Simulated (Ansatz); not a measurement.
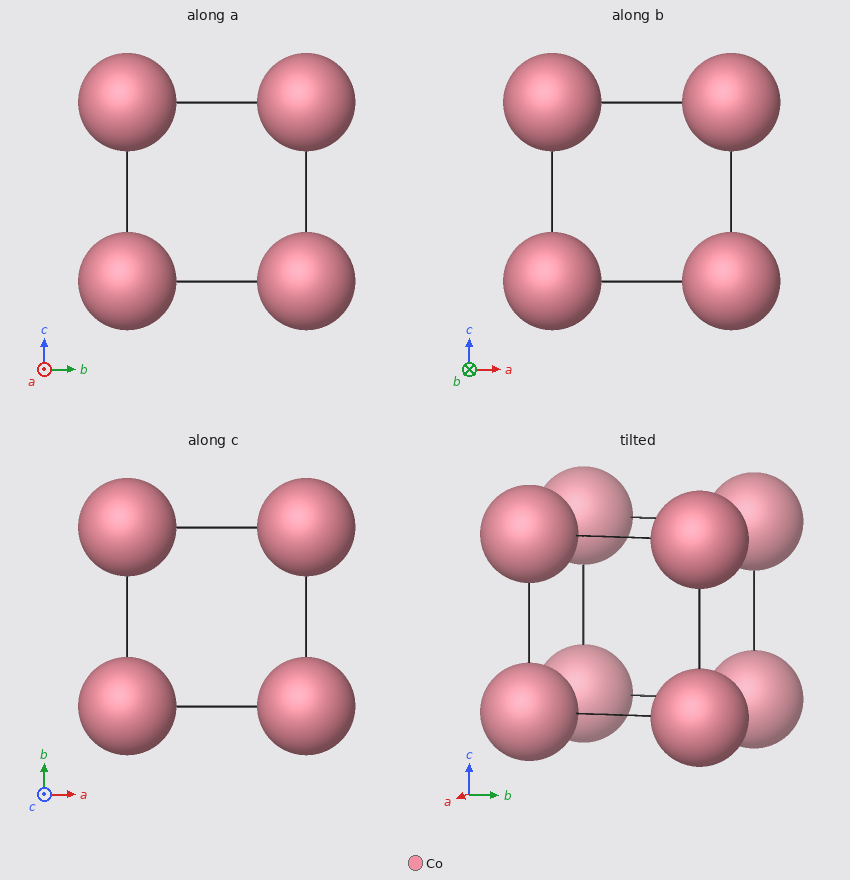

Drawn in the spheres-only manner and seen along the a axis, along the b axis, along the c axis and slightly off an axis. The edges of the conventional unit cell are marked.

Lattice parameters: a = 2.252 Å, b = 2.252 Å, c = 2.252 Å, α = 90.00°, β = 90.00°, γ = 90.00°.

### Write the structure as a table of Wyckoff sites.

Space group Pm-3m (No. 221).
```tsv
atom	site	x	y	z
Co	1a	0.0000	0.0000	0.0000
```

The model was built from a structure type filled with this element by a generator (whether the element takes this form wasn't checked). Earlier steps of the study may have refined or changed the cell and positions. It went into a calculation with Ansatz.
